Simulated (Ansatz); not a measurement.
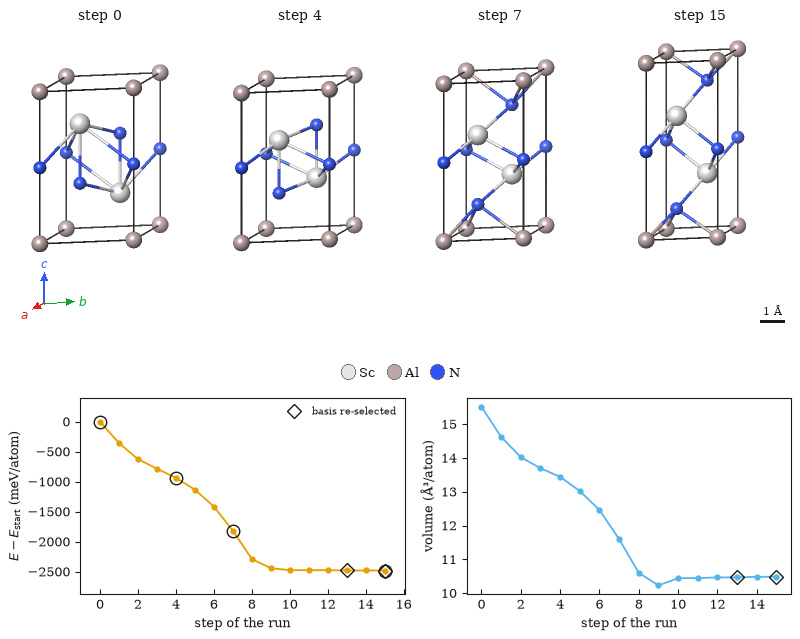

Frames of a relaxation of solid Sc2AlN3 (a generated structure, set up in P-3m1) (coarse preliminary run), marked on the history of the run. The picture is a ball-and-stick view of the cell of the calculation, seen slightly off an axis.

Method: DFT PBE, scalar-relativistic, plane waves, PAW in Ansatz 0.2.0.

Input file:
```yaml
crystal:
  lattice:
    - [4.07110362, 0.0, 0.0]
    - [-2.03555181, 3.52567916, 0.0]
    - [0.0, 0.0, 6.48540151]
  atoms:
    - { symbol: Sc, position: [0.33333333, 0.66666667, 0.25218999] }
    - { symbol: Sc, position: [0.66666667, 0.33333333, 0.74781001] }
    - { symbol: Al, position: [0.0, 0.0, 0.0] }
    - { symbol: "N", position: [0.33333333, 0.66666667, 0.64399999] }
    - { symbol: "N", position: [0.66666667, 0.33333333, 0.35600001] }
    - { symbol: "N", position: [0.0, 0.0, 0.5] }
basis:
  ecutwfc: 420
kpoints:
  mp_grid: { grid: [6, 6, 4] }
hamiltonian:
  xc: pbe
scf:
  occupations: { method: gaussian, width: 0.1 }
  lower_state_search: "off"
output:
  forces: true
  stress: true
  eigenvalues: true
relax:
  adjacent_minimum: "off"
  f_tol: 0.04
  max_steps: 70
  cell: { stress_tol: 0.4 }
```

Launched with:
```bash
ansatz run input.yaml --threads 1 --pin off --max-ram 2560MiB --backend cpu --events-out ev --progress --plain --runs-dir out
```

> Describe the path.

Over 13 accepted moves (15 points after the start) the energy falls by 2481 meV per atom. Largest force component: 4.1 eV/Å at the start, 0.0091 eV/Å at the end. Pressure: −15.26 GPa at the start and −0.04 GPa at the end. The SCF was repeated twice at an unchanged geometry on a basis and grid sized afresh for the cell, which shifted the energy by 5.1 meV per atom at most. The largest moves relative to the cell, 1.55 Å, are those of N4 and N5. N4 goes along +c. Largest moves by element: N 1.55 Å, Sc 0.55 Å. Al stays in place. Cell: a = b 4.071 → 3.103 Å (−23.8 %), c 6.485 → 7.544 Å (+16.3 %). Volume −32.4 %. Near-neighbour distances that change, for instance: Sc1–N4 2.541 → 3.958 Å, Al3–N4 3.295 → 2.121 Å, Sc1–Sc1 4.071 → 3.103 Å, Sc1–Sc2 3.982 → 3.192 Å. New bonds form: Al3–N4 (3.29 → 2.12 Å), Al3–N5 (3.29 → 2.12 Å). Bonds break: Sc1–N4 (2.54 → 3.96 Å), Sc2–N5 (2.54 → 3.96 Å). Bond angles that change, for instance: N5–Sc1–N6 129.7° → 179.9°, N5–Sc1–N6 56.5° → 91.6°, Sc1–N5–Sc1 112.7° → 88.5°. The space group stays P-3m1 (No. 164). The run took 55 s on 1 thread of Arm Neoverse V2 (shared host), peak memory 0.38 GiB. From step 0 to 4: Sc atoms move most (0.66 Å), volume −13.4 %, energy −937 meV per atom. From step 4 to 7: N atoms move most (0.61 Å), volume −13.7 %, energy −879 meV per atom. From step 7 to 15: N atoms move most (0.38 Å), volume −9.6 %, energy −665 meV per atom.

Limits of the set-up: layers or molecules are held without a dispersion correction, so their spacing is unreliable.
